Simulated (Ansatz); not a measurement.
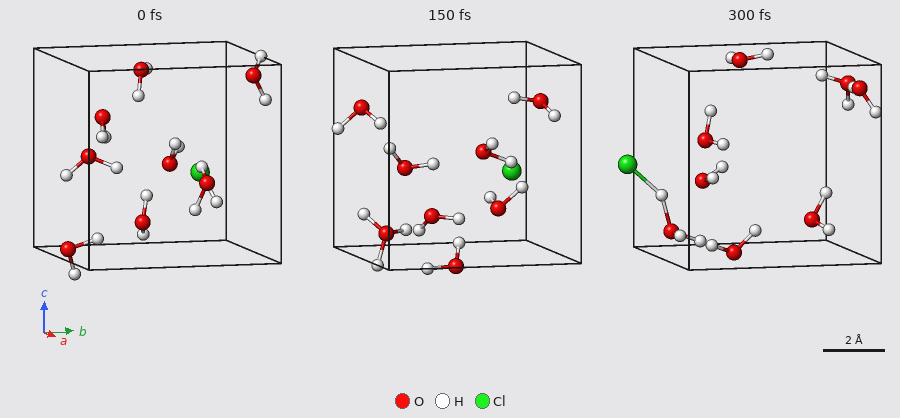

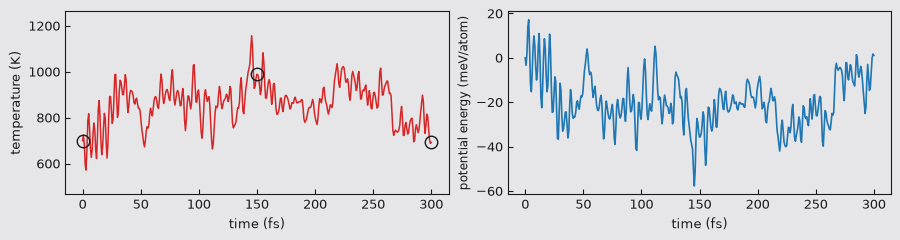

Molecular dynamics of a periodic cell with 8 H2O + 1 HCl at 1.03 g/cm³, 300 fs long. It starts from the last geometry of an earlier run, with fresh velocities. Frames and the history of the run. A ball-and-stick model of the simulation cell, seen slightly off an axis. Atoms that leave the cell re-enter on the other side.

These are results of Ansatz 0.2.0, DFT PBE, scalar-relativistic, plane waves, PAW, not measurements. Set-up: plane-wave cutoff 420 eV; k-point mesh 1 × 1 × 1; Fermi-Dirac smearing 0.02 eV; constant energy (NVE); velocities drawn for 700 K; time step 0.75 fs.

Describe the run.

The mean temperature in the second half is 871 K (standard deviation 82 K). The potential energy in the second half lies on average 21.0 meV per atom below the first frame. In the second half of the run the atoms are, in the root-mean-square, this far from where they began (common drift taken out): H 1.74 Å, O 1.37 Å, Cl 0.79 Å. The heavy atoms stay within a fraction of a molecule's size of their starting places; so short a run doesn't tell a liquid from a solid. Bond changes: 3 H–O bonds form between 34 fs and 102 fs; 2 H–O bonds break between 86 fs and 133 fs; one Cl–H bond breaks at about 96 fs; one Cl–H bond forms at about 269 fs.

Limits of the set-up: the periodic images lie only 6.6 Å apart, so the values are limited by the cell's size.

The run took 8.7 min on 1 thread of Arm Neoverse V2, on a shared host, peak memory 0.35 GiB.
